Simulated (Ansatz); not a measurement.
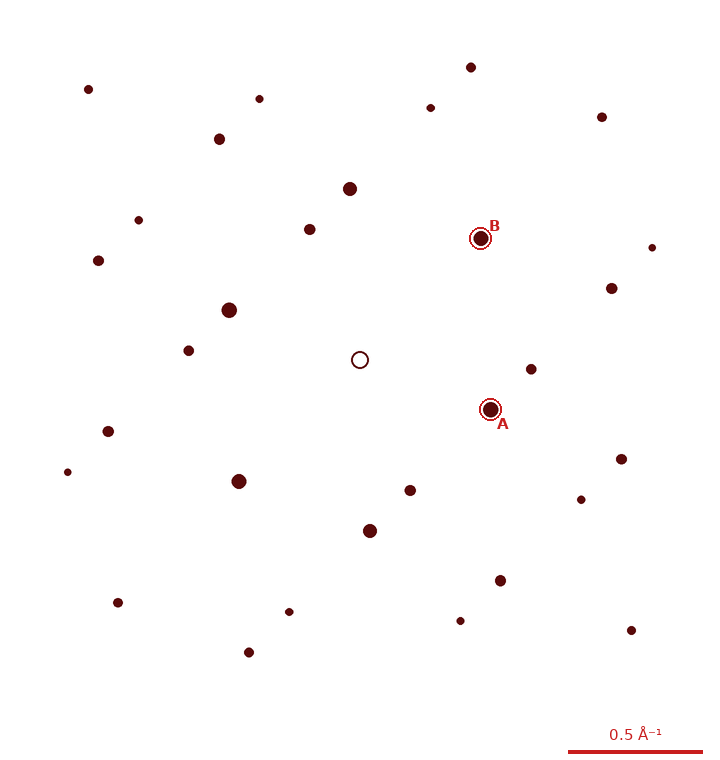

Computed electron diffraction pattern, 300 kV, single scattering only, B = 0.3 Å². Two individuals of a reflection twin are superposed (a geometric construction: whether this twin forms is not tested; the second individual is smaller and so fainter). Crystal: Hg, space group Im-3m (No. 229), a = 3.81 Å, zone axis [210]. Structure: the input geometry of an electronic-structure calculation (not necessarily at equilibrium); the starting structure was generated, so it need not be a known form of this composition.

In the first individual spot A is 0 0 -2 and spot B is -1 2 -1.

Find the twin plane.

(1-21). The spot positions of the combined pattern are mirror-symmetric about the row through 1 -2 1 (d = 1.556 Å), which both individuals share, while a single individual has only symmetry 2mm without that mirror line. Friedel's law adds the mirror line at right angles, so a twin on (1-2-5) would give the same picture; the more widely spaced plane was used.

Which other reflections coincide?

Off the common row, 1 -2 -5 and their kin fall on spots of the second individual; about 17 % of the first individual's visible spots are shared.
